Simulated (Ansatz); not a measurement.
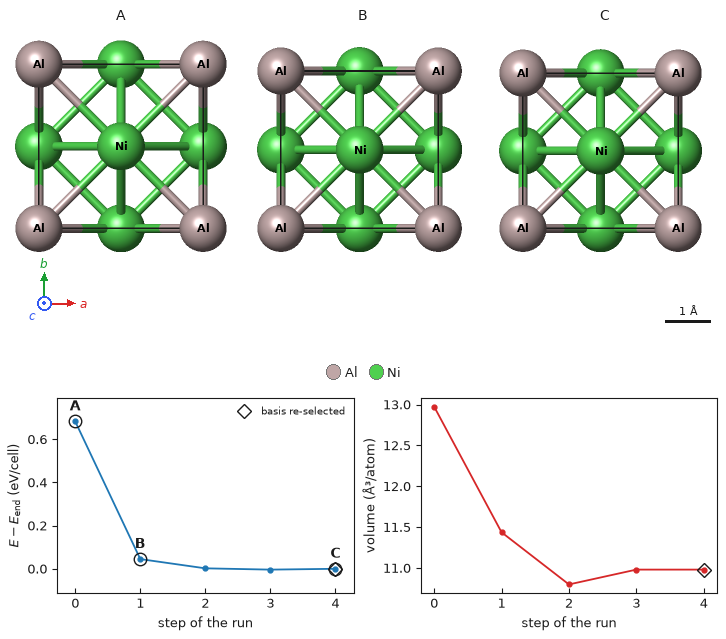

Frames of a relaxation of a crystal of AlNi$_{3}$ (a generated structure, set up in Pm-3m) (coarse preliminary run), marked on the history of the run. The picture is a ball-and-stick view of the cell of the calculation, seen along the c axis.

Case: In → Al, Pt → Ni on all its sites, cell and atoms relaxed.

These are results of DFT r2SCAN, scalar-relativistic, plane waves, PAW (Ansatz), not measurements.

Input
```yaml
crystal:
  lattice:
    - [3.7300668816, 0.0, 0.0]
    - [0.0, 3.7300668816, 0.0]
    - [0.0, 0.0, 3.7300668816]
  atoms:
    - { symbol: Al, position: [0.0, 0.0, 0.0] }
    - { symbol: Ni, position: [0.5, 0.5, 0.0], spin: 0.41 }
    - { symbol: Ni, position: [0.0, 0.5, 0.5], spin: 0.41 }
    - { symbol: Ni, position: [0.5, 0.0, 0.5], spin: 0.41 }
basis:
  ecutwfc: 500
kpoints:
  mp_grid: { grid: [6, 6, 6] }
hamiltonian:
  xc: r2scan
scf:
  occupations: { method: gaussian, width: 0.1 }
output:
  forces: true
  stress: true
  eigenvalues: true
  populations: true
magnetization:
  spin_polarized: true
relax:
  adjacent_minimum: "off"
  f_tol: 0.05
  max_steps: 60
  cell: { stress_tol: 0.5 }
```

Command:
```bash
ansatz run input.yaml --threads 1 --pin off --max-ram 2560MiB --backend cpu --events-out ev --progress --plain --runs-dir out
```

### What happens along the run?

After 3 accepted moves (4 points after the start) the energy has fallen by 0.683 eV per cell of the calculation. All forces vanish by symmetry, so only the cell relaxes. Pressure: −23.19 GPa at the start and −0.37 GPa at the end. The SCF was repeated once at an unchanged geometry on a basis and grid sized afresh for the cell, which shifted the energy by 3.8 meV per cell of the calculation at most. No atom moves by more than 0.005 Å relative to the cell. Cell: a = b = c 3.730 → 3.528 Å (−5.4 %). Volume −15.4 %. Some distances before and after: Ni2–Ni3 2.638 → 2.495 Å, Al1–Ni2 2.638 → 2.495 Å. The space group stays Pm-3m (No. 221). The run took 95 s on 1 thread of Arm Neoverse V1, with other jobs on the host, peak memory 0.5 GiB. From step 0 to 1: volume −11.8 %, energy −0.638 eV per cell of the calculation. From step 1 to 4: volume −4.0 %, energy −45.0 meV per cell of the calculation.
